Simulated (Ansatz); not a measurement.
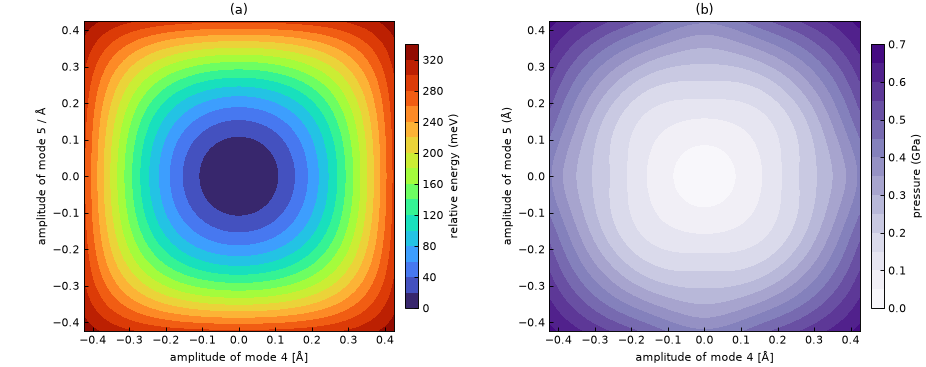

Li (Fm-3m, No. 225; 2 atoms in the cell). 
- The energy is mapped over two normal modes frozen in (zone-centre modes of the 2-atom cell of this scan, which folds in the wave vector (0, 1/2, 1/2) of the primitive cell).
- Coordinates scanned: (1) amplitude of mode 4 (255 cm⁻¹), largest displacement; (2) amplitude of mode 5 (255 cm⁻¹), largest displacement.
- Nothing is relaxed (the cell and all other modes fixed).
- The grid has 11 × 11 points; 21 points were computed and 100 follow by symmetry.
- Points are written as (first, second).
- Energies: meV per cell, counted from the lowest grid point.
- Method: DFT PBE+D3(BJ), scalar-relativistic, plane waves, PAW in Ansatz 0.2.0. Settings: cutoff 520 eV, k-mesh 16×16×12 in the order of the run's cell vectors, gaussian smearing 0.15 eV, no spin polarisation.

Panel (a) is the energy; panel (b) is the computed pressure, in GPa.

The picture shows filled contours. Between grid points the surface is interpolated.

Question: How does the pressure vary over the map, and what is it at the lowest grid point?

Answer: It runs from 0.03 GPa at (0.000 Å, 0.000 Å) to 0.66 GPa at (−0.425 Å, −0.425 Å). At the lowest grid point, (0.000 Å, 0.000 Å), it is 0.03 GPa.

| second ↓, first → | −0.425 | −0.340 | −0.255 | −0.170 | −0.085 | 0.000 | 0.085 | 0.170 | 0.255 | 0.340 | 0.425 |
| --- | --- | --- | --- | --- | --- | --- | --- | --- | --- | --- | --- |
| 0.425 | 0.66 | 0.60 | 0.55 | 0.49 | 0.44 | 0.41 | 0.44 | 0.49 | 0.55 | 0.60 | 0.66 |
| 0.340 | 0.60 | 0.50 | 0.42 | 0.35 | 0.30 | 0.28 | 0.30 | 0.35 | 0.42 | 0.50 | 0.60 |
| 0.255 | 0.55 | 0.42 | 0.31 | 0.23 | 0.20 | 0.19 | 0.20 | 0.23 | 0.31 | 0.42 | 0.55 |
| 0.170 | 0.49 | 0.35 | 0.23 | 0.15 | 0.12 | 0.11 | 0.12 | 0.15 | 0.23 | 0.35 | 0.49 |
| 0.085 | 0.44 | 0.30 | 0.20 | 0.12 | 0.07 | 0.05 | 0.07 | 0.12 | 0.20 | 0.30 | 0.44 |
| 0.000 | 0.41 | 0.28 | 0.19 | 0.11 | 0.05 | 0.03 | 0.05 | 0.11 | 0.19 | 0.28 | 0.41 |
| −0.085 | 0.44 | 0.30 | 0.20 | 0.12 | 0.07 | 0.05 | 0.07 | 0.12 | 0.20 | 0.30 | 0.44 |
| −0.170 | 0.49 | 0.35 | 0.23 | 0.15 | 0.12 | 0.11 | 0.12 | 0.15 | 0.23 | 0.35 | 0.49 |
| −0.255 | 0.55 | 0.42 | 0.31 | 0.23 | 0.20 | 0.19 | 0.20 | 0.23 | 0.31 | 0.42 | 0.55 |
| −0.340 | 0.60 | 0.50 | 0.42 | 0.35 | 0.30 | 0.28 | 0.30 | 0.35 | 0.42 | 0.50 | 0.60 |
| −0.425 | 0.66 | 0.60 | 0.55 | 0.49 | 0.44 | 0.41 | 0.44 | 0.49 | 0.55 | 0.60 | 0.66 |
